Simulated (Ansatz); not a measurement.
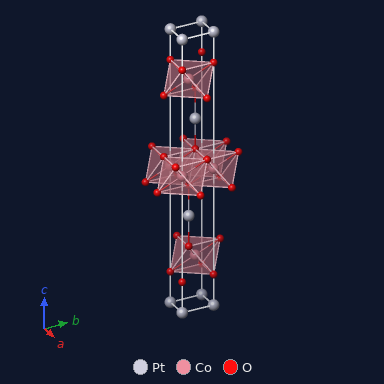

System: CoPtO₂, space group R-3m (No. 166). The picture shows the conventional cell.

Starting cell:
```yaml
crystal:
  lattice:
    - [1.41227, 0.81537, 5.93939]
    - [-1.41227, 0.81537, 5.93939]
    - [0.00000, -1.63075, 5.93939]
  atoms:
    - { symbol: Pt, position: [0.00000, 0.00000, 0.00000] }
    - { symbol: Co, position: [0.50000, 0.50000, 0.50000] }
    - { symbol: O, position: [0.11224, 0.11224, 0.11224] }
    - { symbol: O, position: [0.88776, 0.88776, 0.88776] }
```

Computed with Ansatz 0.2.0: all-electron LAPW DFT, collinear spins; energies at scaled volumes of the given cell, shape and fractions fixed, counted from the fit's minimum, third-order Birch-Murnaghan fit. Level: LDA, collinear spin.

k mesh 11×11×11; occupations Fermi–Dirac; smearing width 0.05 eV; potentials all electron LAPW, scalar relativistic; program settings basis error eV/atom 0.002.

Describe the result: the energy and pressure against volume. The volume takes the values 9.64, 9.85, 10.05, 10.26, 10.46, 10.67, 10.87 Å³/atom.

A third-order Birch–Murnaghan fit gives V0 = 9.81 Å³/atom, B0 = 303 GPa and B′ = 4.9. The energy is 2.64 meV/atom at volume 9.64 Å³/atom and 89.69 meV/atom at 10.87 Å³/atom; the lowest computed point is at volume 9.85 Å³/atom (0.17 meV/atom), and no other minimum shows. The pressure falls from 5.28 GPa at volume 9.64 Å³/atom to −24.30 GPa at 10.87 Å³/atom, and changes sign near 9.81 Å³/atom.

```tsv
volume (Å³/atom)	energy (meV/atom)	pressure (GPa)
9.64	2.64	5.28
9.85	0.17	-1.28
10.05	5.62	-7.09
10.26	18.07	-12.23
10.46	36.71	-16.76
10.67	60.77	-20.77
10.87	89.69	-24.30
```

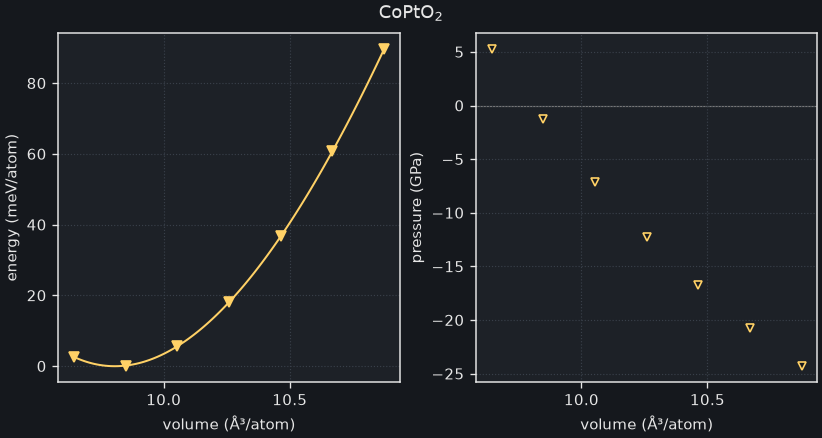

Caveats: spin-orbit coupling left out, heavy elements; the program warns: seeded moment not kept; shape and atomic fractions are frozen while scaling, which makes layered, chain and framework solids too stiff.
